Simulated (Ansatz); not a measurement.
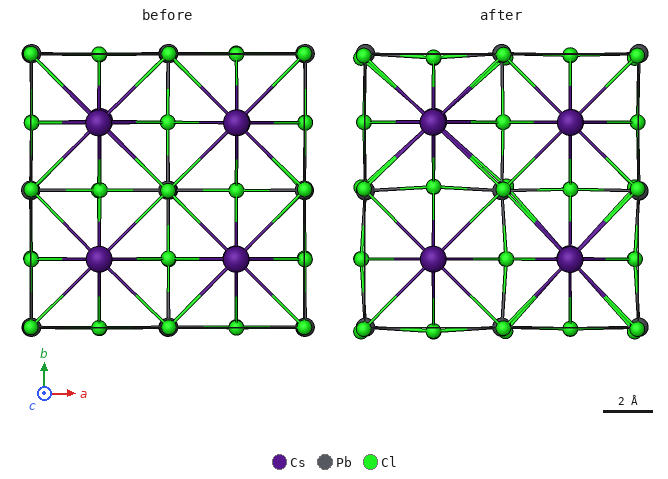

The structure of a defect cell of composition Cs$_{7}$Pb$_{8}$Cl$_{24}$ (cell charge +1) before (left) and after (right) a relaxation, at one scale.

The picture is a ball-and-stick view of the cell of the calculation (origin shifted), seen along the c axis.

Computed with Ansatz, DFT, PBEsol, PAW, plane waves.

The input:
```yaml
crystal:
  lattice:
    - [11.234338, 0.000000, 0.000000]
    - [0.000000, 11.234338, 0.000000]
    - [0.000000, 0.000000, 11.234338]
  atoms:
    - { symbol: Cs, position: [0.999836, 0.997447, 0.999588] }
    - { symbol: Cs, position: [0.002249, 0.997601, 0.499498] }
    - { symbol: Cs, position: [0.998967, 0.498468, 0.999272] }
    - { symbol: Cs, position: [0.997480, 0.500006, 0.504681] }
    - { symbol: Cs, position: [0.495929, 0.996888, 0.997760] }
    - { symbol: Cs, position: [0.499938, 0.002682, 0.498596] }
    - { symbol: Cs, position: [0.498019, 0.498687, 0.000000] }
    - { symbol: Pb, position: [0.249458, 0.249833, 0.247315] }
    - { symbol: Pb, position: [0.251398, 0.250173, 0.747740] }
    - { symbol: Pb, position: [0.248291, 0.749916, 0.250937] }
    - { symbol: Pb, position: [0.247663, 0.751068, 0.749813] }
    - { symbol: Pb, position: [0.749375, 0.249887, 0.248853] }
    - { symbol: Pb, position: [0.752587, 0.250462, 0.752686] }
    - { symbol: Pb, position: [0.751698, 0.750853, 0.251777] }
    - { symbol: Pb, position: [0.748930, 0.750729, 0.750417] }
    - { symbol: Cl, position: [0.248415, 0.249880, 0.000934] }
    - { symbol: Cl, position: [0.249541, 0.248598, 0.500442] }
    - { symbol: Cl, position: [0.249949, 0.753609, 0.000041] }
    - { symbol: Cl, position: [0.248002, 0.747013, 0.495202] }
    - { symbol: Cl, position: [0.753055, 0.249918, 0.002735] }
    - { symbol: Cl, position: [0.748653, 0.248322, 0.499169] }
    - { symbol: Cl, position: [0.749875, 0.749345, 0.001546] }
    - { symbol: Cl, position: [0.748014, 0.748711, 0.501332] }
    - { symbol: Cl, position: [0.999381, 0.250931, 0.247294] }
    - { symbol: Cl, position: [0.999860, 0.248276, 0.749984] }
    - { symbol: Cl, position: [0.999302, 0.750658, 0.251084] }
    - { symbol: Cl, position: [0.999939, 0.750037, 0.750152] }
    - { symbol: Cl, position: [0.498808, 0.246348, 0.250251] }
    - { symbol: Cl, position: [0.497852, 0.247960, 0.750258] }
    - { symbol: Cl, position: [0.496112, 0.750214, 0.249503] }
    - { symbol: Cl, position: [0.501324, 0.751240, 0.748811] }
    - { symbol: Cl, position: [0.251197, 0.998881, 0.250171] }
    - { symbol: Cl, position: [0.251087, 0.997271, 0.747874] }
    - { symbol: Cl, position: [0.248906, 0.501875, 0.251013] }
    - { symbol: Cl, position: [0.250212, 0.497774, 0.748197] }
    - { symbol: Cl, position: [0.748272, 0.999512, 0.252261] }
    - { symbol: Cl, position: [0.748928, 0.999106, 0.751178] }
    - { symbol: Cl, position: [0.752091, 0.498330, 0.251737] }
    - { symbol: Cl, position: [0.750899, 0.501482, 0.749028] }
  symmetry: { detect: false }
kpoints:
  mp_grid: { grid: [1, 1, 1], shift: [0.25, 0.25, 0.25] }
hamiltonian:
  xc: pbesol
total_charge: 1
scf:
  occupations: { method: fermi_dirac, width: 0.01 }
relax:
  f_tol: 0.03
  max_steps: 80
  escape_saddle: false
  adjacent_minimum: "off"
output:
  forces: true
  eigenvalues: true
  populations: true
  charged_corrections: { epsilon: 17 }
```

Run as
```bash
ansatz run in.yaml --threads 7 --pin off --max-ram 13300MiB --runs-dir r --events-out ev --progress --plain
```

**Describe what moved and what it gained.**

The largest move is that of Cl23, 0.27 Å along [1 1 0]. By element the largest moves are Cl 0.27 Å, Pb 0.05 Å, Cs 0.03 Å. The cell stays as it was. Some distances before and after: Cs2–Cl23 3.997 → 3.726 Å, Cs3–Cl34 3.985 → 3.718 Å, Cs5–Cl28 3.988 → 3.733 Å, Cs2–Cl21 4.006 → 3.767 Å. Bond angles that change, for instance: Pb8–Cl34–Pb10 179.1° → 169.1°, Pb8–Cl17–Pb9 179.2° → 169.8°, Pb9–Cl35–Pb11 179.6° → 170.3°. Over 4 geometry steps the energy falls by 0.367 eV per cell of the calculation. Largest force component: 0.37 eV/Å at the start, 0.015 eV/Å at the end. Cost: 46 s on 7 threads of Arm Neoverse-V2, peak memory 2.1 GiB.

Limits of the set-up: the cell is charged, on a uniform background, and energies carry no finite-size correction.
